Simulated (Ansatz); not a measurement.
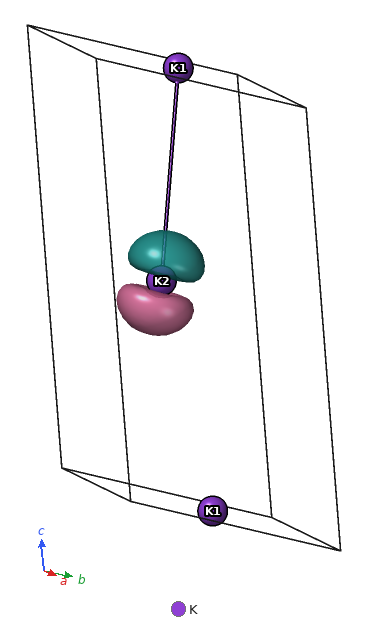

K: one atom of the 2-atom cell (and its periodic copies) was moved a little. Density after less density before, teal at +0.2 and pink at −0.2 e/Å³, seen slightly off an axis; cell a = 4.42 Å, b = 4.42 Å, c = 8.63 Å, α = 104.82°, β = 104.82°, γ = 90.00°. The lobes lie largely inside the PAW sphere, where the density is a smoothed one.

Space group I4_1/amd. This isn't the usual form at ambient conditions. The cell comes from a database of computed structures, not from a measurement.

Theory: DFT PBE, scalar-relativistic, plane waves, PAW (Ansatz 0.2.0).

Question: Find the displaced atom and its direction.

Answer: K2 moved towards the teal lobe, upwards in the picture. In the run the shift was 0.10 Å along [1 1 2] in the axes of the cell drawn.

Question: What restoring force does the calculation give for this move?

Answer: The force on it changes by 0.04 eV/Å along the move, against it: a stiffness of about 0.41 eV/Å² for this sublattice shift.

Run times: 27 s (moved atom) and 25 s (base cell), on 1 thread of Arm Neoverse N1, with other jobs on the host.
